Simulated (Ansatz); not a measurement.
# Single-point calculation of In₂P

In₂P (slab, 3 atoms in the cell), computed with DFT PBE, scalar-relativistic, plane waves, PAW, no spin polarisation (Ansatz 0.2.0).

The structure derives from an entry of the Crystallography Open Database. It belongs to a series of runs on one base structure; here: repeats removed: 2. Figures and captions count atoms from 1; the log counts them from 0 in places.

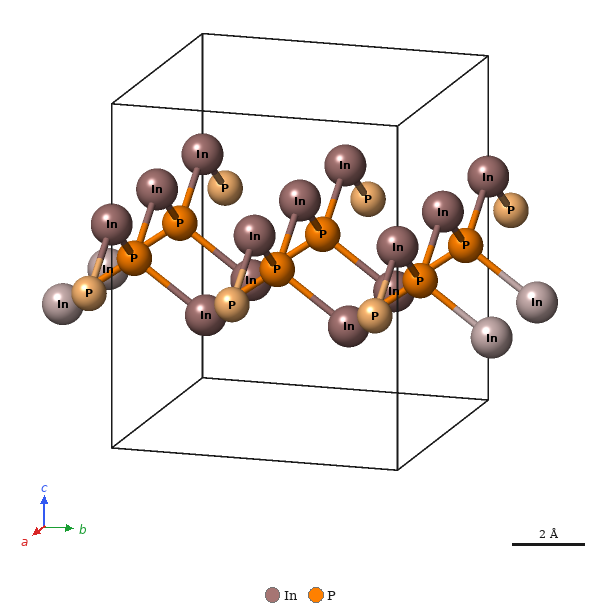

Figure 1. The structure as given in the input (ball-and-stick view of the 2 × 2 repeat of the cell, with the vacuum cut short, seen slightly off an axis; neighbours outside the cell are drawn fainter). An atom can appear more than once, as a periodic image. Near neighbours in the periodic cell (some may lie outside the picture): In has 2 P at 2.58 Å; P has 4 In at 2.58 Å.

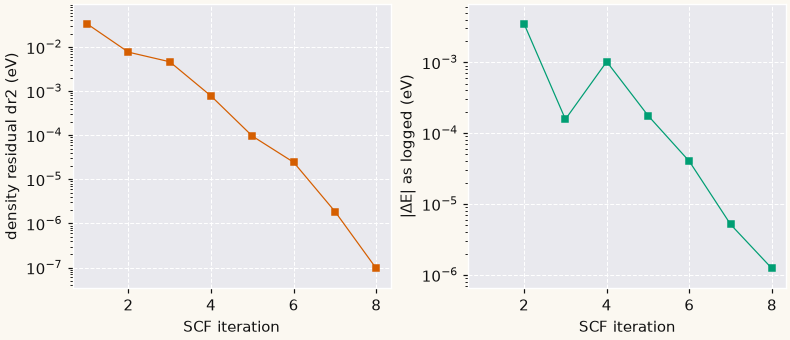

Figure 2. Convergence of the self-consistent field: density residual dr2 and size of the energy change against the SCF iteration. The residual falls at every step.

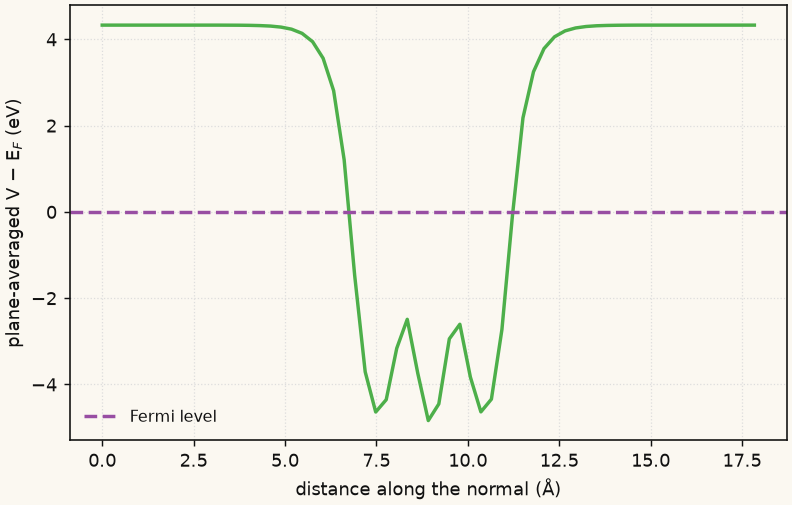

Figure 3. Plane average of the electrostatic potential energy of an electron across the cell, from the Fermi level. The vacuum level lies 4.33 eV above the Fermi level.

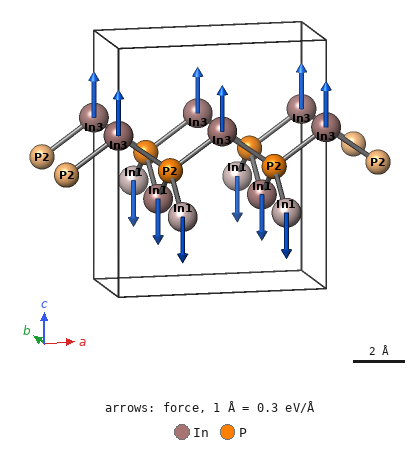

Figure 4. Forces on the atoms as blue arrows (ball-and-stick view of the 2 × 1 repeat of the cell, with the vacuum cut short, seen slightly off an axis; neighbours outside the cell are drawn fainter; atoms are numbered from 1 in the order of the input). The largest act on In1, In3 (0.56 eV/Å). The geometry is not a stationary point of this energy.

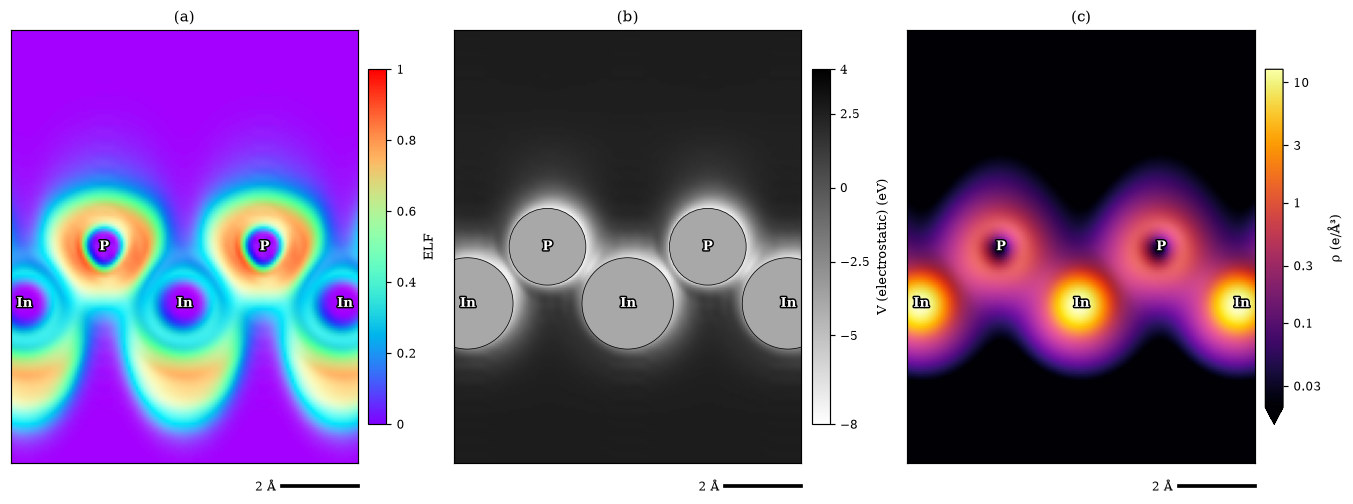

Figure 5. (a) ELF; (b) electrostatic potential energy of an electron; (c) valence electron density on the (100) plane of the calculation cell, a cut from vacuum to vacuum. Grey discs, where drawn, cover atomic cores. Atoms in the plane: In and P. In–P (2.58 Å): ρ is about 0.4 e/Å³ halfway; the ELF is about 0.45 at the midpoint. The density dies away to nearly zero in the vacuum. In a PAW calculation such maps are meaningful between the atoms, not at the nuclei.

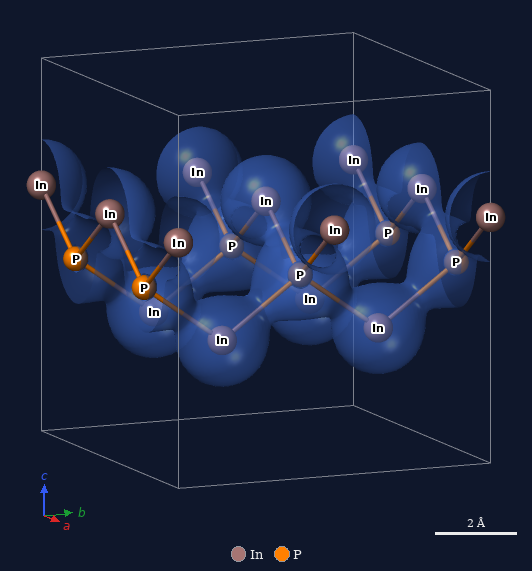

Figure 6. Isosurface of the valence electron density at 0.3 e/Å³ (blue), seen slightly off an axis. Sticks mark near contacts. At this value the density is joined into sheets; it holds about 80 % of the electrons treated as valence (semicore included). On the grid the lowest density along these lines, outside the cores, is 0.4 e/Å³ (In–P, 2.58 Å).

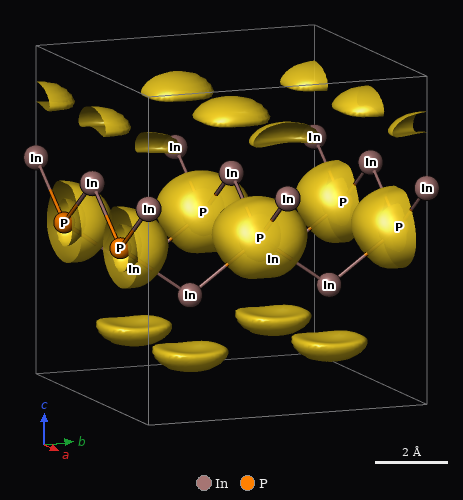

Figure 7. Isosurface of the ELF at 0.65 (yellow), seen slightly off an axis. Core shells and regions of very low density are left out. Sticks mark near contacts. Values along the shortest contacts: In–P (2.58 Å): the ELF is about 0.45 at the midpoint.

These pictures come from the run below.

The input:
```yaml
crystal:
  lattice:
    - [4.2144047889, 0.0, 0.0]
    - [0.0, 4.2144047889, 0.0]
    - [0.0, 0.0, 17.9800342049]
  atoms:
    - { symbol: In, position: [0.5, 0.5, 0.4171293511] }
    - { symbol: P, position: [0.5, 0.0, 0.5] }
    - { symbol: In, position: [0.0, 0.0, 0.5828706489] }
basis:
  ecutwfc: 420
kpoints:
  mp_grid: { grid: [8, 8, 1] }
hamiltonian:
  xc: pbe
scf:
  occupations: { method: gaussian, width: 0.05 }
output:
  forces: true
  stress: true
  eigenvalues: true
  write_density: true
  write_potential: true
  elf: true
  volumetric_format: npy
efield:
  axis: 3
  dipole_correction: true
  ramp_width: 0.04
```

Launched with:
```bash
ansatz run input.yaml --threads 1 --pin off --max-ram 2560MiB --backend cpu --events-out ev --progress --plain --runs-dir out
```

What the program printed:
```
Engine: ansatz 0.2.0, x86_64-unknown-linux-gnu
Pseudopotentials: kind: paw
Pseudopotential: In, paw, valence charge 13, recommended cutoff 420 eV (normal), In.paw.azcp
Pseudopotential: P, paw, valence charge 5, recommended cutoff 420 eV (normal), P.paw.azcp
Functional definition: PBE
  parameter kappa = 0.804
  parameter beta = 0.06672455060314922
  exchange = pbe_x(kappa = kappa, mu = beta*pi^2/3)
  correlation = pbe_c(beta = beta)
Crystal: 3 atoms, lattice volume = 319.347 Å³
Basis set: ecut = 420 eV, 6169 PW (Γ), exchange–correlation on 60×60×250 points (8 copies of the dense FFT grid, shifted against one another)
Bands: 20, of which v1, the nominal top of the filled ones, is band 16 counted from 1 (15 counted from 0)
Symmetry: 4 space group operations
k-points: 25 of 64
Non-local potential: In, projectors of the file, l = 0: 2, l = 1: 2, l = 2: 2, l = 3: 2
Non-local potential: P, projectors of the file, l = 0: 2, l = 1: 2, l = 2: 2
PAW form: soft (Blöchl's): semilocal exchange-correlation on the pseudo side does not see the compensation charge
PAW one-centre angular grid: In, 590 points (default); XC on 64 Gauss nodes
PAW one-centre angular grid: P, 110 points (default); XC on 64 Gauss nodes
Initial density: superposition of atomic densities (neutral atoms: chi_scale 0, normalization atom), corrected by the library's trained network
Initial wavefunctions: pseudopotential atomic-orbital guess
Functional: x = pbe(κ = 0.804, μ = 0.2195149727645171), c = pbe(β = 0.06672455060314922)
SCF iter   1: F=—  HF=-11949.937566 eV  |F-HF|=—  |Δ(HF+E_count)|=         —  Δρ=2.04e-3  dr2=3.35e-2  ethr=1.77e-3  p=0.000 e·Å  D=1.02e-14 V/Å  ΔV_dip=-0.00 eV  dr2_dipole=3.19e-12  V_vac-E_F(+/−)=4.31/4.31 eV  ⟨swp⟩=7.8  Hψ=2837  notcnv=0
efield: sawtooth ramp at fractional position 0.9800 (placed from the atoms, in the widest stretch of the axis that holds none; the zero of the levels goes with the place), width 0.0400; the density the first Hamiltonian is built on has a dipole p = 0.000 e·Å; the dipole correction subtracts the counter field D = 1.02e-14 V/Å, which shifts the + side's vacuum level by -0.00 eV against the − side's; the planar-averaged density in the ramp window peaks in size at 6.7e-6 e/Å³
preconditioner: auto → LDOS  [metal: Δε(μ)=0.017 eV  Ē_g=13.298 eV  σ=0.050 eV  W_gap=0.18  n_scr=38 (ndim 8)  ℏωp=11.6 eV  f_vac=0.620  D(μ)=5.31/eV (n_scr^D=28)  β→1.0]
SCF iter   2: F=—  HF=-11949.934084 eV  |F-HF|=—  |Δ(HF+E_count)|=   3.48e-3  Δρ=1.05e-3  dr2=7.66e-3  ethr=1.08e-4  p=0.000 e·Å  D=1.54e-5 V/Å  ΔV_dip=-0.00 eV  dr2_dipole=8.43e-8  V_vac-E_F(+/−)=4.31/4.31 eV  ⟨swp⟩=3.0  Hψ=1169  notcnv=0  defer=4
SCF iter   3: F=—  HF=-11949.933927 eV  |F-HF|=—  |Δ(HF+E_count)|=   1.57e-4  Δρ=6.68e-4  dr2=4.64e-3  ethr=2.47e-5  p=0.000 e·Å  D=6.77e-6 V/Å  ΔV_dip=-0.00 eV  dr2_dipole=2.02e-8  V_vac-E_F(+/−)=4.31/4.31 eV  ⟨swp⟩=2.9  Hψ=935  notcnv=0  defer=4
SCF iter   4: F=—  HF=-11949.932904 eV  |F-HF|=—  |Δ(HF+E_count)|=   1.02e-3  Δρ=2.91e-4  dr2=7.77e-4  ethr=1.50e-5  p=0.000 e·Å  D=1.22e-5 V/Å  ΔV_dip=-0.00 eV  dr2_dipole=1.05e-12  V_vac-E_F(+/−)=4.31/4.31 eV  ⟨swp⟩=2.5  Hψ=862  notcnv=0  defer=4
SCF iter   5: F=—  HF=-11949.932727 eV  |F-HF|=—  |Δ(HF+E_count)|=   1.77e-4  Δρ=8.40e-5  dr2=9.57e-5  ethr=2.51e-6  p=0.000 e·Å  D=2.76e-6 V/Å  ΔV_dip=-0.00 eV  dr2_dipole=6.12e-9  V_vac-E_F(+/−)=4.32/4.32 eV  ⟨swp⟩=2.2  Hψ=650  notcnv=0  defer=4
SCF iter   6: F=—  HF=-11949.932687 eV  |F-HF|=—  |Δ(HF+E_count)|=   4.00e-5  Δρ=7.38e-5  dr2=2.44e-5  ethr=3.09e-7  p=0.000 e·Å  D=7.00e-6 V/Å  ΔV_dip=-0.00 eV  dr2_dipole=2.68e-8  V_vac-E_F(+/−)=4.33/4.33 eV  ⟨swp⟩=2.0  Hψ=887  notcnv=0  defer=4
SCF iter   7: F=—  HF=-11949.932682 eV  |F-HF|=—  |Δ(HF+E_count)|=   5.14e-6  Δρ=2.30e-5  dr2=1.87e-6  ethr=7.88e-8  p=-0.000 e·Å  D=-1.48e-6 V/Å  ΔV_dip=0.00 eV  dr2_dipole=2.25e-9  V_vac-E_F(+/−)=4.33/4.33 eV  ⟨swp⟩=2.0  Hψ=891  notcnv=0  defer=4
SCF iter   8: F=-11949.932684 eV  HF=-11949.932684 eV  |F-HF|=2.05e-7  |Δ(HF+E_count)|=   1.23e-6  Δρ=4.13e-6  dr2=9.55e-8  ethr=3.23e-10  p=-0.000 e·Å  D=-1.23e-6 V/Å  ΔV_dip=0.00 eV  dr2_dipole=1.96e-11  V_vac-E_F(+/−)=4.33/4.33 eV  ⟨swp⟩=13.5  Hψ=5328  notcnv=0
SCF 1 converged in 8 iterations: F = -11949.932684 eV  dr2 = 9.55e-8
  greatest PAW one-centre occupation: 0.982 electrons in one spin orbital (limit 2), on the In atom at site 2 (counted from 0), in its partial waves of l = 2
WARN: The output density's exchange-correlation potential varies sharply where the density is thin. Do not read a vacuum level from v_tot or v_xc, or from such a field of the output density. On a cell that repeats whose density bears no net charge and no dipole along the vacuum's axis use v_es (v_loc + v_h of the components); under efield.dipole_correction with no amplitude use v_es + v_field, which holds any external_charges[].barrier, or the levels of the report's work_function block, which leave it out; under a non-zero efield.amplitude the vacuum is tilted and has no level; on a cell that repeats and bears such a dipole with no correction it is tilted too, and efield.dipole_correction with no amplitude gives each side of its ramp a level where efield: is served; in a cell that repeats whose density bears a net charge (total_charge, or a fill off its count) it is curved and has none; of a slab under crystal.periodic whose density bears no net charge use v_es, which has a level on each side, short of where the two are joined; of another it falls or rises all the way out and has none; of a slab beside external_charges read slab_vacuum_level instead, which it has where they leave it neutral. The grid or the basis barely resolves most such structure, and the values can differ between equally converged runs; as a rule a tighter scf.convergence.dr2_threshold does not remove it. Where the density itself ripples (under the LDA too) a higher basis.ecutwfc lessens it. The files hold the spikes' plane waves up to the density's cutoff. Files: v_tot_of_output_density and the like, and their columns of v_z.tsv (output.write_potential); v_xc_of_output_density and the like, and their columns of v_comp_z.tsv (output.write_potential_components). Measured: with its Gaussian average of σ = 0.25 Å subtracted twice, the exchange-correlation potential is over 0.1 eV at 57 of the grid points where the equally averaged density (valence and model cores) is under 1e-3 e/Å³, and 0.873 eV at the most among them, at an averaged density of 2.6e-8 e/Å³. The input density's (outcome.potential() and, of a run that writes arrays, v_tot and v_xc) is over 0.1 eV, so measured, at 213 points of its own thin density, 0.170 eV at the most. See output.write_potential in the manual, Limitations
SCF converged after 8 iterations
Free energy (F): -11949.932684 eV
Harris-Foulkes:  -11949.932684 eV  (|F-HF|=2.05e-7)
Internal energy: -11949.925985 eV  (E = F + TS)
E sigma→0 (E₀):  -11949.929334 eV
Entropy (-TS):   -0.006699 eV (-2.233 meV/atom)
Fermi energy:    -1.248001 eV
Dipole field:    D = -0.000006 V/Å  (p = -0.000010 e·Å, saw-weighted, corrected)
Work function:   Φ+ = 4.3304 eV   Φ− = 4.3303 eV
Levels:          The Fermi level and band energies are counted from a zero that moves with the ramp; work functions are not
--- Per-component energies (eV) ---
  E_band       = -369.702810
  E_kinetic    = 549.913167
  E_local      = -10586.454613  (includes V_loc(G=0)·N_el)
  E_nonlocal   = 766.474352
  E_hartree    = 4880.664523
  E_xc         = -491.166908
  E_vxc        = -257.241937  (∫ρ·V_xc dr)
  E_paw        = -8872.611396  (= ΣΔE_a)
  E_vpaw       = -603.739438  (= ΣTr[D̂ρ^β])
  E_aug_tail   = 0.000054  (compensation charges beyond the density's cutoff)
  E_efield     = 0.000000  (sawtooth field / dipole correction)
  E_vefield    = 0.000000  (∫n·V_field dr)
  E_ewald      = 1803.254836
  E_smearing   = -0.006699  (= −TS)
  E_closure    = 0.000000  (closes the sum)
  Σ components = -11949.932684   (vs F -11949.932684, Δ=0.00e0)
--- Forces (eV/Å), atoms counted from 1 ---
  atom   1  In    -0.00000000     0.00000000    -0.56181599
  atom   2  P      0.00000000     0.00000000     0.00000047
  atom   3  In     0.00000000     0.00000000     0.56181537
  max |Σ_I F_I| component: 1.46e-7 eV/Å
--- Stress (GPa, compression-positive) ---
        0.340262       0.000000       0.000000
        0.000000       0.340237       0.000000
        0.000000       0.000000       0.839908
  P = ⅓ Tr σ = 0.5068 GPa (5.068 kbar)
--- Band table (eV; the first three rows and the last of 25) ---
  k-point 0: bands = ["-15.6798", "-15.5818", "-15.5303", "-15.5303", "-15.4805", "-15.4805", "-15.4771", "-15.4702", "-15.4619", "-15.4508", "-12.0201", "-6.6650", "-3.8145", "-2.9992", "-2.9992", "-0.5239", "0.4211", "1.0041", "2.5239", "2.5239"]
  k-point 1: bands = ["-15.6782", "-15.5779", "-15.5331", "-15.5295", "-15.4863", "-15.4862", "-15.4739", "-15.4659", "-15.4635", "-15.4472", "-11.9373", "-6.6144", "-4.3005", "-2.9468", "-2.9131", "-0.6354", "0.6735", "1.4217", "1.9311", "2.5830"]
  k-point 2: bands = ["-15.6775", "-15.5709", "-15.5361", "-15.5277", "-15.4974", "-15.4946", "-15.4721", "-15.4671", "-15.4594", "-15.4345", "-11.7182", "-6.5559", "-5.1158", "-2.8130", "-2.6486", "-1.0847", "0.9171", "1.0775", "2.5230", "2.6952"]
  k-point 24: bands = ["-15.7187", "-15.5360", "-15.5360", "-15.5288", "-15.4957", "-15.4957", "-15.4869", "-15.4853", "-15.4090", "-15.4090", "-10.7016", "-6.3614", "-6.3614", "-3.9981", "-1.5560", "-1.3431", "-1.3431", "0.3766", "2.2731", "3.4876"]
```

Key numbers:

- outcome: converged
- electrons treated: 31
- free energy: −11949.9327 eV
- work function, top face: 4.33 eV
- work function, bottom face: 4.33 eV
- Fermi energy: −1.248 eV
- gap on the k-point mesh: none (metallic)
- work function (upper face): 4.33 eV
- largest force (length of the vector): 0.562 eV/Å
- hardware: 1 thread of AMD EPYC (Zen 5), 16 GiB of memory available, shared host
- wall time: 7.5 s
- peak memory: 0.54 GiB

Remarks:

Warnings of the run: the exchange-correlation potential is rough where the density is thin.
